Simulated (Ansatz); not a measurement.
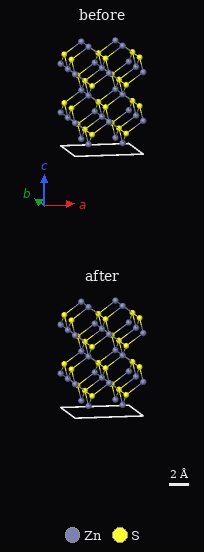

The structure of a slab of composition Zn5S4 (cut from the F-43m phase) before (top) and after (bottom) a relaxation, at one scale.

Style: ball-and-stick. Shown: the 2 × 2 repeat of the cell, outlined in the plane, without the vacuum, slightly off an axis.

Case: (1 0 0) slab, atoms relaxed. The slab is the (1 0 0) face of ZnS.

Level of theory: DFT PBE, scalar-relativistic, plane waves, PAW (Ansatz 0.2.0). (plane-wave cutoff 420 eV; k-point mesh 7 × 7 × 1; occupations gaussian; smearing width 0.05 eV; no spin polarisation; dipole correction; atoms relaxed in a fixed cell; force threshold 0.02 eV/Å; at most 60 steps)

**What changed between the two?**

Over 2 accepted moves (3 points after the start) the energy falls by 18.0 meV per cell of the calculation. The largest force component goes from 0.25 to 0.0048 eV/Å. 1 step only repeated the SCF at the same geometry. The largest moves, 0.087 Å, are those of Zn atoms. By element the largest moves are Zn 0.087 Å, S 0.034 Å. The cell doesn't change. Some distances before and after: S–Zn 2.357 → 2.388 Å. Bond angles that change, for instance: Zn–S–Zn 109.5° → 107.4°, S–Zn–S 109.5° → 107.4°.
